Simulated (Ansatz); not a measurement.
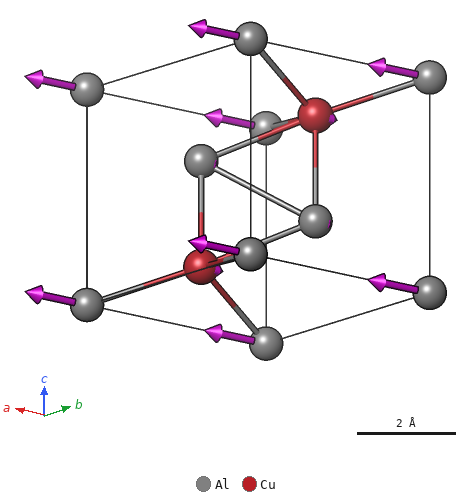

One vibrational mode of a crystal of Al3Cu2 at the zone centre. The purple arrows give the relative displacements of the atoms. A ball-and-stick model of the cell of the calculation, seen from a free direction.

All numbers below come from DFT LDA, scalar-relativistic, plane waves, PAW (Ansatz 0.2.0). (plane-wave cutoff 420 eV; k-point mesh 12 × 12 × 8; occupations fermi dirac; smearing width 0.15 eV; no spin polarisation)

The frequencies depend somewhat on the k-mesh and the smearing.

**Describe the mode and give its frequency.**

This is the E_u mode (doubly degenerate; one member of the set is drawn) at 9.8 THz, optical level 6 of 8, counted from below, infrared-active by symmetry. The Al (1a) sublattice moves against the Cu and Al (2d) sublattices, along a; the kinetic energy is shared as Al 87 %, Cu 13 %. The crystal is a metal, so free carriers screen the infrared response.
